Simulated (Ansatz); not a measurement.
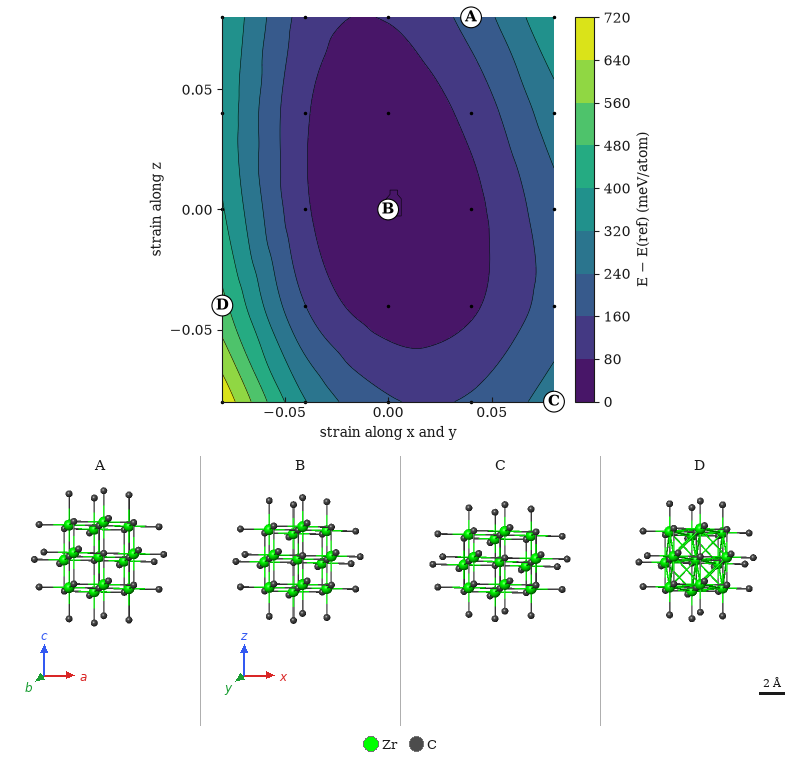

A scan of a crystal of ZrC (Fm-3m): the cell is strained equally along x and y and separately along z, with the atoms kept at their fractional coordinates. x, y and z are the Cartesian axes of the input. The map is interpolated between the computed points (dots). The lettered frames are marked on it. A ball-and-stick model of the conventional cell (4 times the calculation's cell), seen along the b axis, with a slight tilt. Lengths and directions refer to the drawn axes.

Level of theory: Ansatz 0.2.0, DFT PBE, scalar-relativistic, plane waves, PAW. (plane-wave cutoff 420 eV; k-point mesh 18 × 18 × 18; occupations gaussian; smearing width 0.15 eV; no spin polarisation). Energies (free energies at the smearing named) are counted from the cell as listed in its source, which wasn't relaxed.

**What does the map show?**

In pairs of (strain along x and y; strain along z): the lowest computed point lies at (0.000, 0.000) (0 meV/atom), the highest at (−0.080, −0.080) (701 meV/atom). The valley is tilted: raising the in-plane strain is made harder by raising the strain along z (cross term 0.27 of the geometric mean of the two curvatures). Over the ranges scanned the energy rises more along the first axis, the in-plane strain. The pressure runs from −31.5 GPa at (0.080, 0.080) to 94.4 GPa at (−0.080, −0.080). The frames lie at A (0.040, 0.080): 190 meV/atom, B (0.000, 0.000): 0 meV/atom, C (0.080, −0.080): 275 meV/atom, D (−0.080, −0.040): 504 meV/atom.
